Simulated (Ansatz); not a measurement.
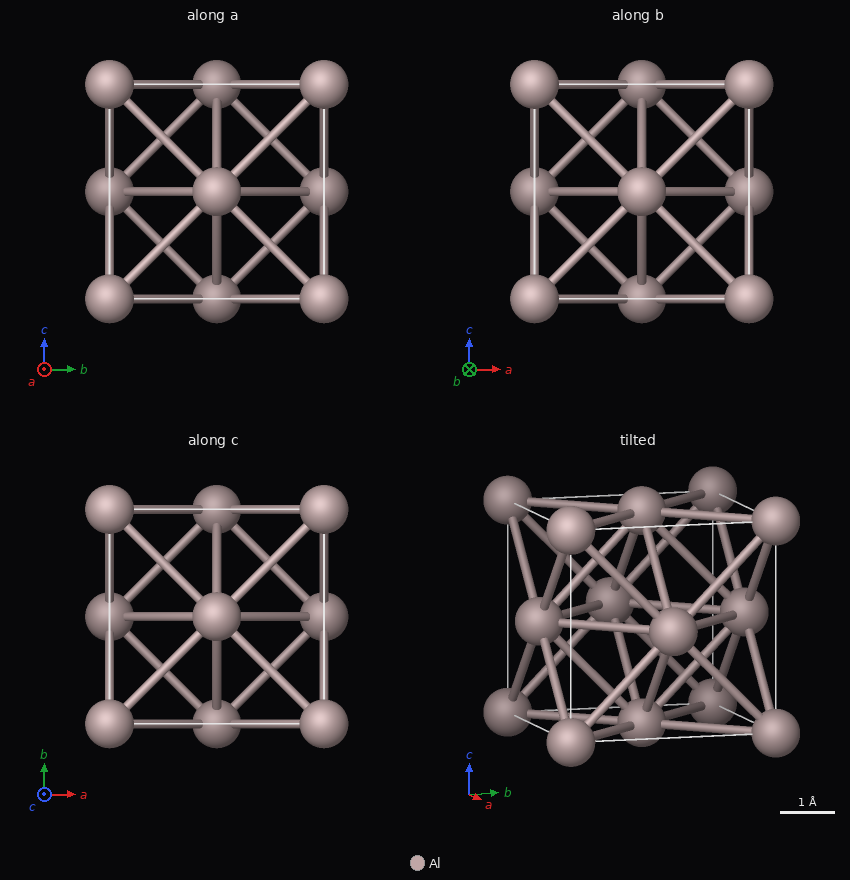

The crystal in a ball-and-stick representation, seen along the a axis, along the b axis, along the c axis and slightly off an axis. The lines enclose the conventional unit cell; boundary atoms appear with their images.

Lattice parameters: a = 3.9910 Å, b = 3.9910 Å, c = 3.9910 Å, α = 90.000°, β = 90.000°, γ = 90.000°.

Transcribe the picture into a CIF with its space group and independent sites.

Answer.
```cif
data_structure
_symmetry_space_group_name_H-M 'F m -3 m'
_symmetry_Int_Tables_number 225
_cell_length_a 3.9910
_cell_length_b 3.9910
_cell_length_c 3.9910
_cell_angle_alpha 90.000
_cell_angle_beta 90.000
_cell_angle_gamma 90.000
_cell_volume 63.57
loop_
_atom_site_label
_atom_site_type_symbol
_atom_site_symmetry_multiplicity
_atom_site_Wyckoff_symbol
_atom_site_fract_x
_atom_site_fract_y
_atom_site_fract_z
_atom_site_occupancy
Al1 Al 4 a 0.0000 0.5000 0.5000 1
```

Origin of the cell: a structure type filled with this element by a generator (whether the element takes this form wasn't checked). The geometry is the end of a relaxation with DFT r2SCAN, scalar-relativistic, plane waves, PAW (Ansatz 0.2.0).
